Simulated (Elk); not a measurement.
**How NaF (Villiaumite) absorbs and reflects light**

Aim: the dielectric function of NaF (Villiaumite), and the optical constants that follow from it.

Method: DFT, PBE, all-electron APW+lo, Dirac cores, scalar-relativistic bands, independent-particle optical response without local fields, in Elk 11.2.3 (patched build).

## 1. The structure

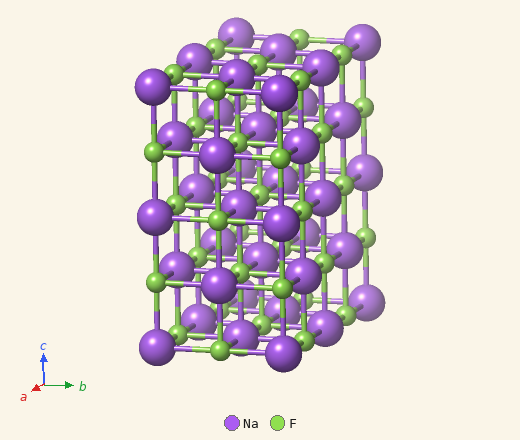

The cell as given, slightly off an axis (sodium purple, fluorine green). 2×1×2 cells are drawn. This picture shows the conventional cell, with its axes. Some periodic images of atoms are drawn too.

## 2. Ground state

The self-consistent density comes first; it also tells whether there is a gap, which decides the occupations and the need for a Drude term.

This step: DFT, PBE, all-electron APW+lo, Dirac cores, scalar-relativistic bands, ground state (Elk 11.2.3 (patched build)).

The input, elk.in:

```
tasks
  0
  120

xctype
  20

nempty
  14

lorbcnd
  .true.

rgkmax
  7.0

swidth
  0.0018375

maxscl
  100

epsengy
  1e-05

sppath
  './'

avec
  0.000000000000 4.384164609132 4.384164609132
  4.384164609132 0.000000000000 4.384164609132
  4.384164609132 4.384164609132 0.000000000000

atoms
  2
  'Na.in'
  1
  0.000000000000 0.000000000000 0.000000000000   0.000 0.000 0.000
  'F.in'
  1
  0.500000000000 0.500000000000 0.500000000000   0.000 0.000 0.000

ngridk
  13 13 13
```

Launch:

```console
OMP_NUM_THREADS=4 elk
```

Numbers of over 12 decimals in the logs are rounded to 6 here.

Log:

```text
┌─────────────────────────┐
│ Elk code version 11.2.3 │
└─────────────────────────┘

All units are atomic (Hartree, Bohr, etc.)

┌─────────────────────────────────────────────────┐
│ Ground-state run starting from atomic densities │
└─────────────────────────────────────────────────┘

Lattice vectors :
   0.000000000       4.384164609       4.384164609
   4.384164609       0.000000000       4.384164609
   4.384164609       4.384164609       0.000000000

Reciprocal lattice vectors :
 -0.7165772579      0.7165772579      0.7165772579
  0.7165772579     -0.7165772579      0.7165772579
  0.7165772579      0.7165772579     -0.7165772579

Unit cell volume      :    168.5351731
Brillouin zone volume :    1.471800864

Muffin-tin inner radius fraction :   0.1000000000E-01

Nuclei treated as point charges

Species : 1 (Na)
 parameters loaded from : Na.in
 name : sodium
 nuclear charge    :   -11.00000000
 electronic charge :    11.00000000
 atomic mass :    41907.78703
 muffin-tin radius :    2.200000000
 number of radial points in muffin-tin :    793
 inner part over the whole radius :   0.9883648912E-02
 number on inner part of muffin-tin    :    551
 approximate nuclear radius :   0.5574345702E-04
 number of mesh points to nuclear radius :    238
 atomic positions (lattice), magnetic fields (Cartesian) :
  1 :   0.00000000  0.00000000  0.00000000    0.00000000  0.00000000  0.00000000

Species : 2 (F)
 parameters loaded from : F.in
 name : fluorine
 nuclear charge    :   -9.000000000
 electronic charge :    9.000000000
 atomic mass :    34631.97045
 muffin-tin radius :    2.000000000
 number of radial points in muffin-tin :    593
 inner part over the whole radius :   0.9949055222E-02
 number on inner part of muffin-tin    :    410
 approximate nuclear radius :   0.5278478738E-04
 number of mesh points to nuclear radius :    175
 atomic positions (lattice), magnetic fields (Cartesian) :
  1 :   0.50000000  0.50000000  0.50000000    0.00000000  0.00000000  0.00000000

Total number of atoms per unit cell :    2
Total muffin-tin volume :    78.11255974
 ratio of muffin-tin to unit cell volume :   0.4634792744

Spin treatment :
 spin-unpolarised

Number of Bravais lattice symmetries :   48
Number of crystal symmetries         :   48
Crystal has inversion symmetry
Real symmetric eigensolver will be used

k-point grid :     13    13    13
k-point offset :    0.000000000       0.000000000       0.000000000
k-point set is reduced with full crystal symmetry group
Total number of k-points :       84

Muffin-tin radius times maximum |G+k| :    7.000000000
 using average radius
Maximum |G+k| for APW functions       :    3.333333333
Maximum (1/2)|G+k|²                   :    5.555555556
Maximum |G| for potential and density :    12.00000000
Constant for pseudocharge density :    7
 order of it for each species :   14  14
 order of it for pair densities of each species (exact exchange by exxq0 0: 14) :   11   8
Radial integration step length :    1

G-vector grid sizes :     24    24    24
Number of G-vectors :     4957

Maximum angular momentum used for
 APW functions            :    8
 outer part of muffin-tin :    6
 inner part of muffin-tin :    2

Total nuclear charge    :   -20.00000000
Total core charge       :    4.000000000
Total valence charge    :    16.00000000
Total excess charge     :    0.000000000
Total electronic charge :    20.00000000

Effective Wigner radius, rₛ :    1.262381580

Number of empty states         :     28
Total number of valence states :     37
Total number of core states    :      4

Conduction state local-orbitals added automatically
Third-order local-orbitals added for an l without core states : F
Total number of local-orbitals :    114

Exchange-correlation functional :     20     0     0
 Perdew-Burke-Ernzerhof, Phys. Rev. Lett. 77, 3865 (1996)
 gradient requirement :    1
 generalised gradient approximation (GGA)

Smearing type :    3
 Fermi-Dirac
Smearing width :   0.1837500000E-02
Effective electronic temperature (K) :    580.2366081

Mixing type :    3
 Broyden mixing, J. Phys. A: Math. Gen. 17, L317 (1984)

Kohn-Sham potential initialised from atomic data

┌──────────────────────────────┐
│ Self-consistent loop started │
└──────────────────────────────┘

┌─────────────────┐
│ Loop number : 1 │
└─────────────────┘

Energies :
 Fermi                       :    -0.220607
 sum of occupied eigenvalues :     -136.20649890745
 electron kinetic            :      264.14540151035
 core electron kinetic       :      187.35800533839
 Coulomb                     :     -501.55289387573
 Coulomb potential           :     -364.59258501263
 nuclear-nuclear             :     -65.115554713598
 electron-nuclear            :     -510.79315999398
 Hartree                     :      74.355820831846
 Madelung                    :     -319.25660136941
 xc potential                :     -35.759315405172
 exchange                    :     -24.388900178432
 correlation                 :    -0.706611
 electron entropic           :    -0.44014496200775E-11
 total energy                :     -262.50300328286

Density of states at Fermi energy :   0.5444127091E-07
 (states/Hartree/unit cell)

Estimated indirect band gap :   0.2971977875
 from k-point 1 to k-point 1
Estimated direct band gap   :   0.2971977875
 at k-point 1

Charges :
 core                        :    4.000000000
 valence                     :    16.00000000
 interstitial                :   0.7268691771
 muffin-tins (core leakage)
  species : 1 (Na)
   atom 1                    :    10.03941427     ( -0.9715865579E-07)
  species : 2 (F)
   atom 1                    :    9.233716549     ( -0.2954245937E-06)
 total in muffin-tins        :    19.27313082
 total calculated charge     :    19.99997372
 total charge                :    20.00000000
 error                       :   0.2627826422E-04

┌─────────────────┐
│ Loop number : 2 │
└─────────────────┘

Energies :
 Fermi                       :    -0.217880
 sum of occupied eigenvalues :     -136.17543355211
 electron kinetic            :      264.01569773516
 core electron kinetic       :      187.33567542659
 Coulomb                     :     -501.51721674052
 Coulomb potential           :     -364.59432365809
 nuclear-nuclear             :     -65.115554713598
 electron-nuclear            :     -510.71958974809
 Hartree                     :      74.317927721166
 Madelung                    :     -319.22005491148
 xc potential                :     -35.596807629188
 exchange                    :     -24.383192755363
 correlation                 :    -0.706548
 electron entropic           :    -0.43988963736903E-11
 total energy                :     -262.59125992678

Density of states at Fermi energy :   0.5443918852E-07
 (states/Hartree/unit cell)

Estimated indirect band gap :   0.2954393436
 from k-point 1 to k-point 1
Estimated direct band gap   :   0.2954393436
 at k-point 1

Charges :
 core                        :    4.000000000
 valence                     :    16.00000000
 interstitial                :   0.7302642142
 muffin-tins (core leakage)
  species : 1 (Na)
   atom 1                    :    10.04045222     ( -0.9715865401E-07)
  species : 2 (F)
   atom 1                    :    9.229283566     ( -0.2954245493E-06)
 total in muffin-tins        :    19.26973579
 total calculated charge     :    19.99997391
 total charge                :    20.00000000
 error                       :   0.2608798581E-04

RMS change in Kohn-Sham potential (target) :    1.308790781     (  0.1000000000E-05)
Absolute change in total energy (target)   :   0.8825664392E-01 (  0.1000000000E-04)

[... 12 loops left out ...]

┌──────────────────┐
│ Loop number : 15 │
└──────────────────┘

Energies :
 Fermi                       :    -0.59230172647774E-01
 sum of occupied eigenvalues :     -134.17903524068
 electron kinetic            :      262.45417225889
 core electron kinetic       :      187.29277554737
 Coulomb                     :     -500.04058470807
 Coulomb potential           :     -364.60828689882
 nuclear-nuclear             :     -65.115554713598
 electron-nuclear            :     -507.72296090065
 Hartree                     :      72.797930906176
 Madelung                    :     -317.73644125866
 xc potential                :     -32.024920600750
 exchange                    :     -24.151407206743
 correlation                 :    -0.704386
 electron entropic           :    -0.43036524615432E-11
 total energy                :     -262.44220520199

Density of states at Fermi energy :   0.5444638609E-07
 (states/Hartree/unit cell)

Estimated indirect band gap :   0.2310866796
 from k-point 1 to k-point 1
Estimated direct band gap   :   0.2310866796
 at k-point 1

Charges :
 core                        :    4.000000000
 valence                     :    16.00000000
 interstitial                :   0.8739992808
 muffin-tins (core leakage)
  species : 1 (Na)
   atom 1                    :    10.09059517     ( -0.9715865756E-07)
  species : 2 (F)
   atom 1                    :    9.035405549     ( -0.2954230016E-06)
 total in muffin-tins        :    19.12600072
 total calculated charge     :    19.99998025
 total charge                :    20.00000000
 error                       :   0.1974985226E-04

RMS change in Kohn-Sham potential (target) :   0.5580495187E-07 (  0.1000000000E-05)
Absolute change in total energy (target)   :   0.5495125379E-05 (  0.1000000000E-04)

Convergence targets achieved

┌──────────────────┐
│ Loop number : 16 │
└──────────────────┘

Energies :
 Fermi                       :    -0.59230163521891E-01
 sum of occupied eigenvalues :     -134.17903499260
 electron kinetic            :      262.45417232985
 core electron kinetic       :      187.29277560641
 Coulomb                     :     -500.04058455978
 Coulomb potential           :     -364.60828683768
 nuclear-nuclear             :     -65.115554713598
 electron-nuclear            :     -507.72296067009
 Hartree                     :      72.797930823912
 Madelung                    :     -317.73644114094
 xc potential                :     -32.024920484767
 exchange                    :     -24.151407196174
 correlation                 :    -0.704386
 electron entropic           :    -0.43036524615432E-11
 total energy                :     -262.44220497183

Density of states at Fermi energy :   0.5444638555E-07
 (states/Hartree/unit cell)

Estimated indirect band gap :   0.2310866922
 from k-point 1 to k-point 1
Estimated direct band gap   :   0.2310866922
 at k-point 1

Charges :
 core                        :    4.000000000
 valence                     :    16.00000000
 interstitial                :   0.8739992724
 muffin-tins (core leakage)
  species : 1 (Na)
   atom 1                    :    10.09059517     ( -0.9715865623E-07)
  species : 2 (F)
   atom 1                    :    9.035405558     ( -0.2954229830E-06)
 total in muffin-tins        :    19.12600073
 total calculated charge     :    19.99998025
 total charge                :    20.00000000
 error                       :   0.1974984831E-04

┌──────────────────────────────┐
│ Self-consistent loop stopped │
└──────────────────────────────┘

Wrote STATE.OUT
```

Run time: 8.4 s. Hardware: 4 threads of Arm Neoverse V1, shared host; peak memory 0.07 GiB; 28 s of CPU time.

Read-outs, printed or worked out from the files:

* total energy: -262.4 Ha
* Fermi energy: -1.612 eV
* DOS at the Fermi level: 2.00e-9 states/eV/cell
* gap on the k-mesh: 6.288 eV
* direct gap on the mesh: 6.288 eV

There is a gap, 6.29 eV on this mesh (points off the mesh can give less), so no carriers' term is needed.

## 3. Independent particles

With the density converged, the vertical transitions are summed over the zone.

This step: DFT, PBE, all-electron APW+lo, Dirac cores, scalar-relativistic bands, independent-particle optical response without local fields (Elk 11.2.3 (patched build)).

Edit elk.in of step 2 so:

```diff
@@ -1,4 +1,6 @@
 tasks
-  0
-  120
+  121
+
+optcomp
+  1 1
 
@@ -17,9 +19,7 @@
 swidth
-  0.0018375
+  0.0073499
 
-maxscl
-  100
-
-epsengy
-  1e-05
+wplot
+  400 100 0
+  0.0 0.80849
```

Launch:

```console
OMP_NUM_THREADS=4 elk
```

Log:

```text
┌─────────────────────────────────┐
│ Elk code version 11.2.3 started │
└─────────────────────────────────┘

Info(readinput): the functional depends on the density's gradient
 muffin-tin radial points multiplied by    2.00000
 (not where nrmtscf is given)

┌────────────────────┐
│ Current task : 121 │
└────────────────────┘

Info(dielectric):
 dielectric tensor written to EPSILON_ij.OUT
 optical conductivity written to SIGMA_ij.OUT
 for components
  i = 1, j = 1

┌──────────────────┐
│ Elk code stopped │
└──────────────────┘
```

It took 2.5 s on 4 threads; peak memory 0.03 GiB.

This step gave:

| Property | Result |
| --- | --- |
| electronic dielectric constant ε∞, mean over x, y and z (by symmetry where fewer were run) | 1.855 |
| main peak of Im epsilon, first axis | 13.91 eV |

The Im ε, E ∥ x has structure finer than the step of the table below, so its rows give means over 1 eV, whole bins alone (the curve runs from 0 to 21.9 eV). Peaks (eV: height): 11.2: 1.08, 13.9: 1.82, 19.9: 1.13.

Values under the direct gap are tails of Lorentzian lines. Im ε, E ∥ x against photon energy; means over each step:

| photon energy (eV) | Im ε, E ∥ x |
| --- | --- |
| 1 | 0.00222 |
| 2 | 0.00477 |
| 3 | 0.00817 |
| 4 | 0.0137 |
| 5 | 0.0257 |
| 6 | 0.108 |
| 7 | 0.456 |
| 8 | 0.645 |
| 9 | 0.739 |
| 10 | 0.823 |
| 11 | 0.989 |
| 12 | 0.846 |
| 13 | 0.821 |
| 14 | 1.51 |
| 15 | 0.964 |
| 16 | 0.833 |
| 17 | 0.748 |
| 18 | 0.698 |
| 19 | 0.834 |
| 20 | 1.08 |
| 21 | 0.614 |

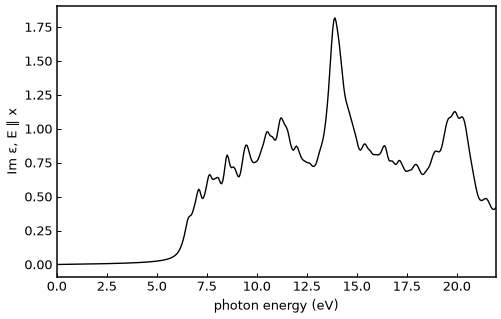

Im ε, E ∥ x against photon energy.

The Re ε, E ∥ x by photon energy:

| photon energy (eV) | Re ε, E ∥ x |
| --- | --- |
| 0 | 1.85 |
| 1 | 1.86 |
| 2 | 1.88 |
| 3 | 1.91 |
| 4 | 1.96 |
| 5 | 2.05 |
| 6 | 2.25 |
| 7 | 2.34 |
| 8 | 2.13 |
| 9 | 1.99 |
| 10 | 1.97 |
| 11 | 1.86 |
| 12 | 1.59 |
| 13 | 1.85 |
| 14 | 1.33 |
| 15 | 0.971 |
| 16 | 1.11 |
| 17 | 1.10 |
| 18 | 1.12 |
| 19 | 1.20 |
| 20 | 0.861 |
| 21 | 0.523 |

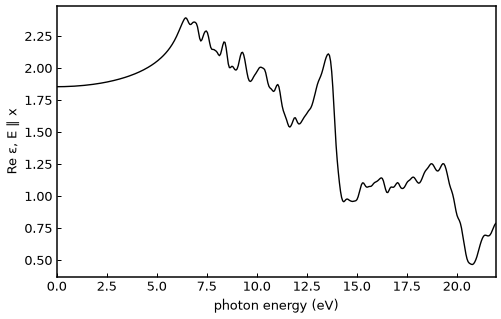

Re ε, E ∥ x against photon energy.

The loss function −Im 1/ε at q → 0, E ∥ x has structure finer than the step of the table below, so its rows give means over 1 eV, whole bins alone (the curve runs from 0 to 21.9 eV). Peaks (eV: height): 14.9: 0.520, 20.9: 1.00.

Values under the direct gap are tails of Lorentzian lines. The loss function −Im 1/ε at q → 0, E ∥ x by energy loss; means over each step:

| energy loss (eV) | loss function −Im 1/ε at q → 0, E ∥ x |
| --- | --- |
| 1 | 6.4e-4 |
| 2 | 0.00135 |
| 3 | 0.00224 |
| 4 | 0.00353 |
| 5 | 0.00605 |
| 6 | 0.0201 |
| 7 | 0.0826 |
| 8 | 0.127 |
| 9 | 0.157 |
| 10 | 0.182 |
| 11 | 0.237 |
| 12 | 0.262 |
| 13 | 0.201 |
| 14 | 0.358 |
| 15 | 0.489 |
| 16 | 0.438 |
| 17 | 0.437 |
| 18 | 0.392 |
| 19 | 0.376 |
| 20 | 0.567 |
| 21 | 0.850 |

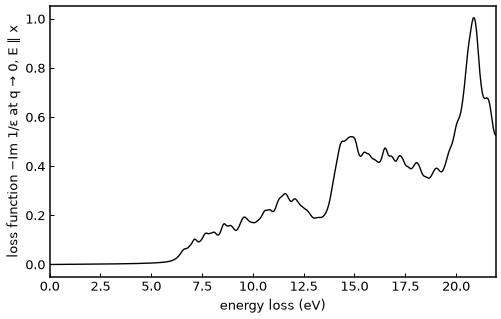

Loss function −Im 1/ε at q → 0, E ∥ x, plotted against energy loss.

The reflectivity at normal incidence, E ∥ x has structure finer than the step of the table below, so its rows give means over 1 eV, whole bins alone (the curve runs from 0 to 21.9 eV). Peaks (eV: height): 8.5: 4.96, 11.2: 5.16, 13.9: 9.40, 20.5: 7.66.

The reflectivity at normal incidence, E ∥ x by photon energy; means over each step:

| photon energy (eV) | reflectivity at normal incidence, E ∥ x (%) |
| --- | --- |
| 1 | 2.37 |
| 2 | 2.44 |
| 3 | 2.57 |
| 4 | 2.79 |
| 5 | 3.18 |
| 6 | 4.07 |
| 7 | 4.70 |
| 8 | 4.56 |
| 9 | 4.42 |
| 10 | 4.47 |
| 11 | 4.77 |
| 12 | 3.64 |
| 13 | 4.14 |
| 14 | 8.04 |
| 15 | 4.45 |
| 16 | 3.32 |
| 17 | 2.81 |
| 18 | 2.44 |
| 19 | 3.24 |
| 20 | 6.04 |
| 21 | 4.80 |

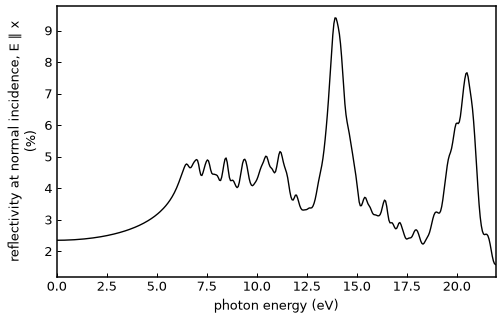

Reflectivity at normal incidence, E ∥ x, plotted against photon energy.

Refractive index n and extinction k against photon energy:

| photon energy (eV) | n | k |
| --- | --- | --- |
| 0 | 1.36 | 0 |
| 2 | 1.37 | 0.00173 |
| 4 | 1.40 | 0.00480 |
| 6 | 1.50 | 0.0259 |
| 8 | 1.47 | 0.217 |
| 10 | 1.43 | 0.266 |
| 12 | 1.30 | 0.334 |
| 14 | 1.33 | 0.662 |
| 16 | 1.12 | 0.362 |
| 18 | 1.11 | 0.331 |
| 20 | 1.06 | 0.520 |

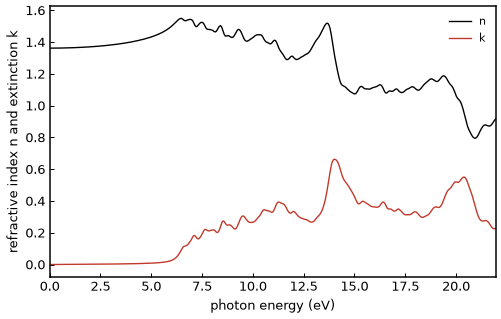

Refractive index n and extinction k against photon energy.

From ε follow the optical constants at some laser and lamp lines:

| wavelength (nm) | n | k | R (%) | 1/α |
| --- | --- | --- | --- | --- |
| 1550 | 1.36 | 0.001 | 2.4 | 192 µm |
| 1064 | 1.36 | 0.001 | 2.4 | 89 µm |
| 532 | 1.37 | 0.002 | 2.5 | 20 µm |
| 450 | 1.38 | 0.003 | 2.5 | 14 µm |
| 365 | 1.39 | 0.004 | 2.6 | 8.2 µm |
| 308 | 1.40 | 0.005 | 2.8 | 5.0 µm |
| 248 | 1.43 | 0.009 | 3.2 | 2.3 µm |

Below the direct gap, k and the depth come from the tails of the Lorentzian lines, not from transitions.

## 4. Summary of results

```json
{"electronic dielectric constant ε∞, mean over x, y and z (by symmetry where fewer were run) (independent particles)": "1.85", "main peak of Im epsilon, first axis": "13.9 eV"}
```

What this shows: At this level (PBE, independent particles) NaF has ε∞ = 1.85 and n = 1.36 at 1550 nm, and Im ε peaks at 13.9 eV. On the mesh the gap is 6.29 eV and the least direct gap 6.29 eV. Distinct maxima of Im ε, read by a parabola through the highest points, lie at 9.48 eV (0.88), 11.23 eV (1.1), 13.91 eV (1.8) and 19.90 eV (1.1). Excitons and phonon-assisted transitions are missing, and so are local fields; PBE gaps are as a rule too small, which pulls the onset down and ε∞ up. The sum runs over mesh points, so small or evenly spaced maxima can still be ripples of the mesh.

[Machine, clock and banner lines and Python warnings are left out of the logs.]

[Logs are printed without paths, hosts, clocks, repeated set-up lines and the standing remarks that a program may print on its own settings, such as how far it seeks lower states.]

[Hosts, paths, dates, database ids (printed as entryN), source tags and the programs' standing remarks are cut or masked in the printed files.]
